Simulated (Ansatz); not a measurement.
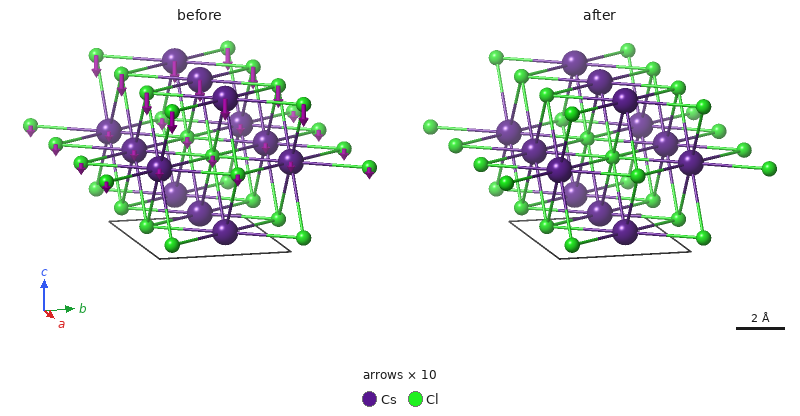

The structure of a slab of composition CsCl (cut from the Pm-3m phase) before (left) and after (right) a constrained relaxation, at one scale. The purple arrows give the displacements, 10 times their true length.

A ball-and-stick model of the 2 × 1 repeat of the cell, outlined in the plane, without the vacuum, seen slightly off an axis.

Case: clean slab, lower half held. The slab is the (1 1 0) face of CsCl. 2 atoms are held fixed.

All numbers below come from DFT PBEsol, scalar-relativistic, plane waves, PAW in Ansatz.

The input:
```yaml
crystal:
  lattice:
    - [4.0653527155, 0.0, 0.0]
    - [0.0, 5.7492769461, 0.0]
    - [0.0, 0.0, 22.7492769461]
  atoms:
    - { symbol: Cs, position: [0.0, 0.5, 0.3736382488] }
    - { symbol: Cl, position: [0.5, 0.0, 0.3736382488] }
    - { symbol: Cs, position: [0.0, 0.0, 0.5] }
    - { symbol: Cl, position: [0.5, 0.5, 0.5] }
    - { symbol: Cs, position: [0.0, 0.5, 0.6263617512] }
    - { symbol: Cl, position: [0.5, 0.0, 0.6263617512] }
basis:
  ecutwfc: 420
kpoints:
  mp_grid: { grid: [7, 5, 1] }
hamiltonian:
  xc: pbesol
scf:
  occupations: { method: gaussian, width: 0.05 }
output:
  forces: true
  eigenvalues: true
relax:
  adjacent_minimum: "off"
  f_tol: 0.03
  max_steps: 70
  constraints: [{ sites: [0, 1] }]
efield:
  axis: 3
  dipole_correction: true
```

Summarise the run.

Over 2 geometry steps the energy falls by 3.4 meV per cell of the calculation. The largest force component goes from 0.042 to 0.011 eV/Å. The largest move is that of Cl6, 0.097 Å along the normal (−c). Largest moves by element: Cl 0.097 Å, Cs 0.096 Å. The lattice vectors keep their values. Near-neighbour distances that change, for instance: Cl2–Cs3 3.521 → 3.483 Å.
